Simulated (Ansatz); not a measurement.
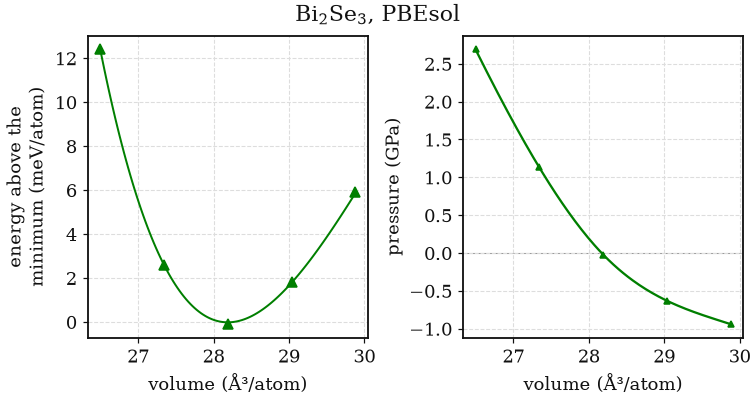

Plotted: energy above the minimum and pressure against volume for Bi₂Se₃, space group R-3m (No. 166).

Cell as given: a = 9.833 Å, b = 9.833 Å, c = 9.833 Å, α = 24.25°, β = 24.25°, γ = 24.25°; 5 atoms.

Method: third-order Birch-Murnaghan fit to density functional energies at scaled volumes of the given relaxed cell, shape and atoms relaxed at each volume; energies count from the fitted minimum; plane waves with PAW datasets, Γ-centred k mesh (Ansatz 0.2.0). Level: PBEsol, no spin polarisation.

wave cutoff 420 eV; k mesh 12×12×12; occupations Gaussian; smearing width 0.01 eV.

What equilibrium volume and bulk modulus follow from the curve?

A third-order Birch–Murnaghan fit gives V0 = 28.19 Å³/atom, B0 = 27.5 GPa.

How does the pressure vary with volume?

It falls from 2.69 GPa at volume 26.497 Å³/atom to −0.94 GPa at 29.880 Å³/atom, and changes sign near 28.17 Å³/atom.

Limits of the calculation: a crossing between the sampled k points may be missed; pressure derivative unusual.

The computed values:

```csv
volume (Å³/atom),energy above the minimum (meV/atom),pressure (GPa)
26.497,12.4,2.69
27.343,2.6,1.13
28.189,-0.1,-0.02
29.034,1.8,-0.63
29.880,5.9,-0.94
```
